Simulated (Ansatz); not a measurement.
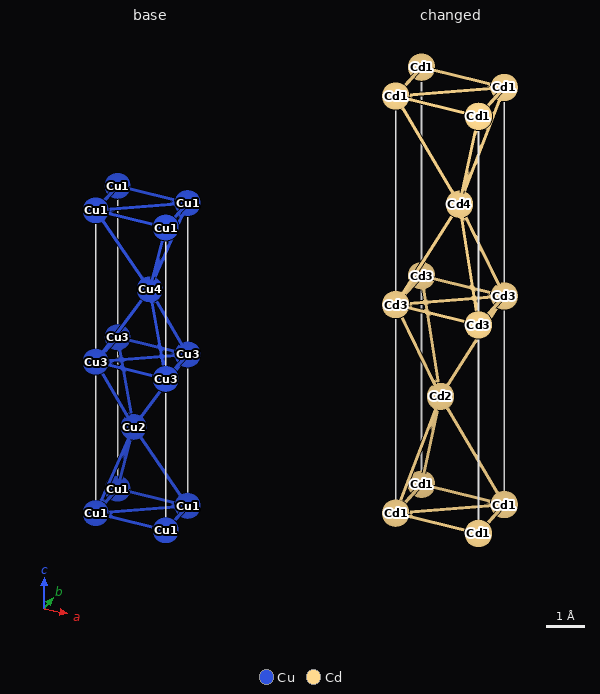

Left: crystalline Cu (set up in P6_3/mmc). Right: the same structure after one change, at the same scale. A ball-and-stick model of the cell of the calculation, seen slightly off an axis.

Level of theory: DFT PBE, scalar-relativistic, plane waves, PAW in Ansatz 0.2.0. Settings: plane-wave cutoff 420 eV; occupations gaussian; smearing width 0.1 eV; no spin polarisation. The k-mesh is chosen for each cell (18×18×6, 18×18×4).

Which change leads from the left to the right?

Every copper atom is replaced by cadmium, which gives Cd. Cell and atoms are relaxed again (to zero pressure within 0.1 GPa, forces under 0.01 eV/Å).

How do the computed properties respond?

The volume per atom goes from 11.97 to 23.00 Å³. Both are metals. The volume changes by +92.2 %, with a = b 2.567 → 3.033 Å (+18.1 %), c 8.387 → 11.551 Å (+37.7 %). The space group stays P6_3/mmc (No. 194).
